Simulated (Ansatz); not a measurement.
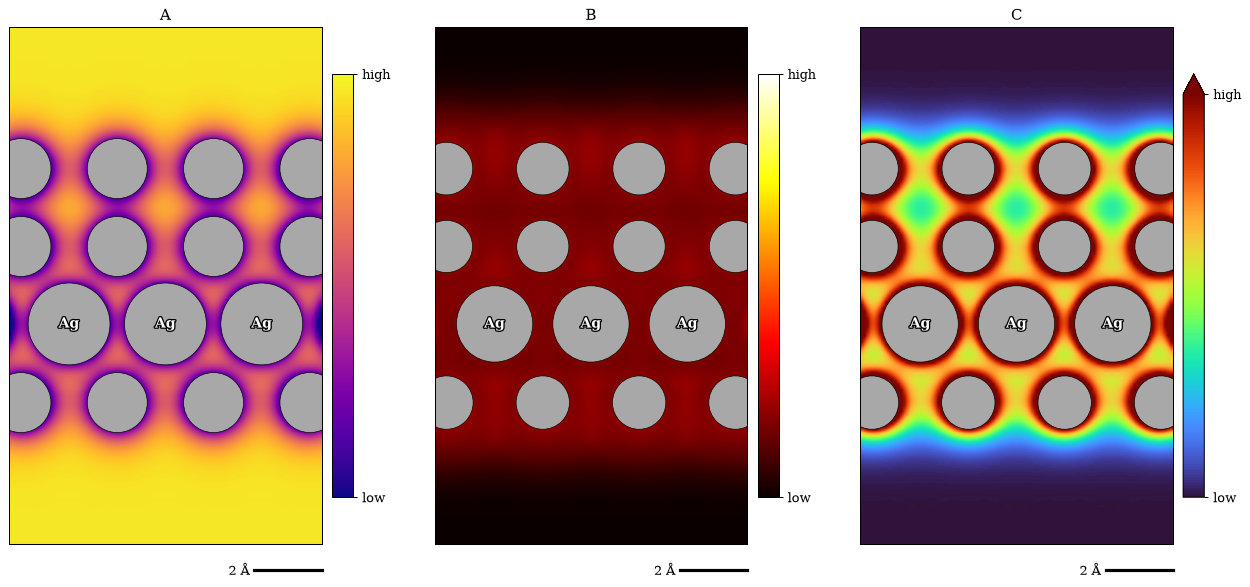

Ag (slab): 3 fields on the (100) plane of the calculation cell, a cut from vacuum to vacuum, with unlabelled colour scales. Grey discs cover the atomic cores.

All numbers below come from DFT PBEsol, scalar-relativistic, plane waves, PAW (Ansatz).

> Which field does each panel show? The fields are: electron localisation function, electrostatic potential energy of an electron and valence pseudo-density.

Panel A: electrostatic potential energy of an electron (low next to the atoms, rising into the space between them). Panel B: electron localisation function. Panel C: valence pseudo-density. From the grid: Ag–Ag (2.87 Å): ρ is about 0.22 e/Å³ halfway; the ELF is about 0.15 at the midpoint: no shared electron pair shows on this line.
